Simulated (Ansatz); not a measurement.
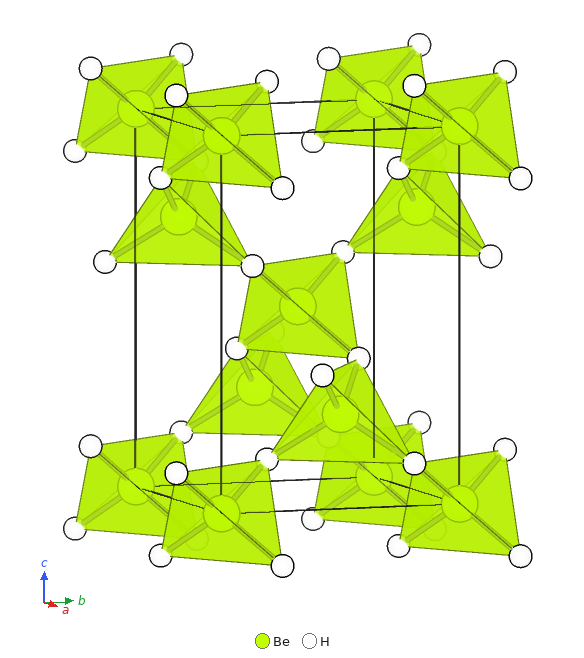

This polyhedral model is shown slightly off an axis. The edges of the conventional unit cell are marked. A few atoms beyond the faces are included. Cell: a = 4.04 Å, b = 4.04 Å, c = 6.07 Å, α = 90.00°, β = 90.00°, γ = 90.00°.

Its origin is a structure type filled with these elements by a generator (whether the compound takes this form wasn't checked). Earlier steps of the study may have refined or changed the cell and positions. It went into a calculation with Ansatz.

### Caption:

The stoichiometry is BeH2. The atoms follow space group I-42d (No. 122); the Bravais lattice is body-centred tetragonal. Counting shared atoms by their share gives 4 Be, 8 H, or 12 atoms. The polyhedra are BeH4 tetrahedra; they share corners. Each Be atom has four H in a distorted tetrahedral arrangement at about 1.4 Å around it. H is linked to two Be in a bent arrangement at about 1.4 Å. The bonds build a three-dimensional framework.

Setup: DFT r2SCAN, scalar-relativistic, plane waves, PAW in Ansatz; an energy cutoff of 500 eV, k-points about 0.27 Å⁻¹ apart, Gaussian smearing of 0.02 eV, no spin polarisation.

### Is it a metal or an insulator at this level of theory?

An insulator at this level, with a gap of 5.17 eV, indirect.

### State the Bader charges by element.

Be +1.66 e; H -0.83 e.

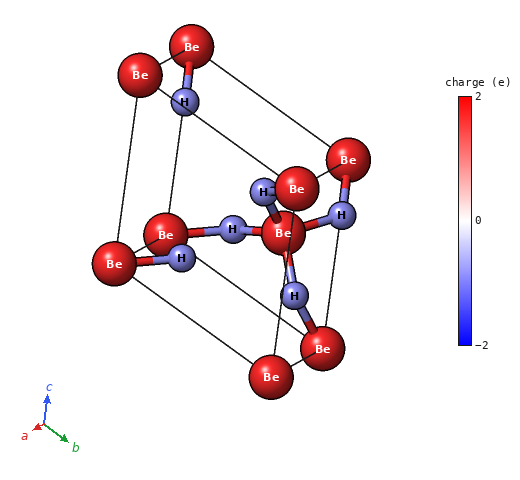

The atoms coloured by those charges. The run's cell of 6 atoms is drawn in a reduced setting, so axes and origin can differ from the first picture.

### Can this geometry be taken as optimised?

No. The largest force is 0.03 eV/Å, on H. The pressure is -0.8 GPa, so the cell would contract.
